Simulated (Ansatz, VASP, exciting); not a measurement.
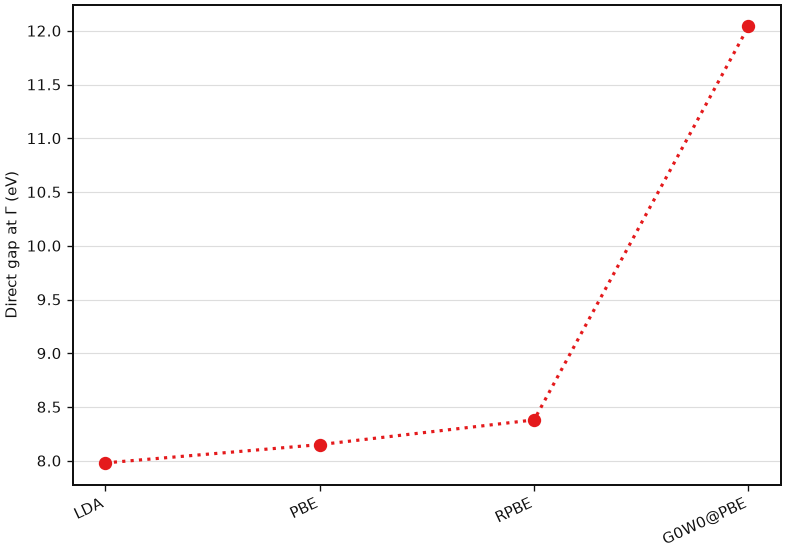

Direct gap at Γ, by several methods on one cell of CsCl-type LiF, space group Pm-3m (No. 221), 2 atoms in the cell; cubic a = 2.560 Å. All runs are without spin-orbit coupling and carry no moments. The smallest gap is indirect or lies off these points.

> How do the methods rank at Γ?

From low to high: LDA 7.98, PBE 8.15, RPBE 8.38, G0W0@PBE 12.04 eV.

| method | program | Γ (eV) |
| --- | --- | --- |
| LDA | exciting | 7.98 |
| PBE | Ansatz LAPW | 8.15 |
| RPBE | exciting | 8.38 |
| G0W0@PBE | VASP | 12.04 |

Settings. LDA: all-electron LAPW+lo, shipped species files, valence relativity zora, 10×10×10 k mesh, Gaussian smearing of 0.05 eV (exciting sodium). PBE: all-electron LAPW, 10×10×10 k mesh, Gaussian smearing of 0.05 eV (Ansatz 0.2.0). RPBE: all-electron LAPW+lo, shipped species files, valence relativity zora, 10×10×10 k mesh, Gaussian smearing of 0.1 eV (exciting sodium). G0W0@PBE: PBE, VASP PAW PBE potentials, release 64 (F_GW, Li_GW), 7×7×7 k mesh, 500 eV cutoff, Gaussian smearing of 0.01 eV (VASP), G0W0 with cutoff of the response function 100 eV, frequency points 64, empty bands 38 and GW iterations 1.

The runs come from different programs and meshes, which adds differences of its own. The usual form of LiF is rocksalt. LDA, GGA and most meta-GGA functionals understate gaps. G0W0@PBE: bands, screening cutoff and mesh are small and nothing is extrapolated, so the quasiparticle values aren't converged. Over all k points computed the smallest gap is 7.30 eV in LDA, 7.49 eV in PBE, 7.72 eV in RPBE and 11.29 eV in G0W0@PBE, and a mesh with an odd division can miss a smaller one. The GW values are at finite bands, cutoffs and mesh, short of the basis limit.
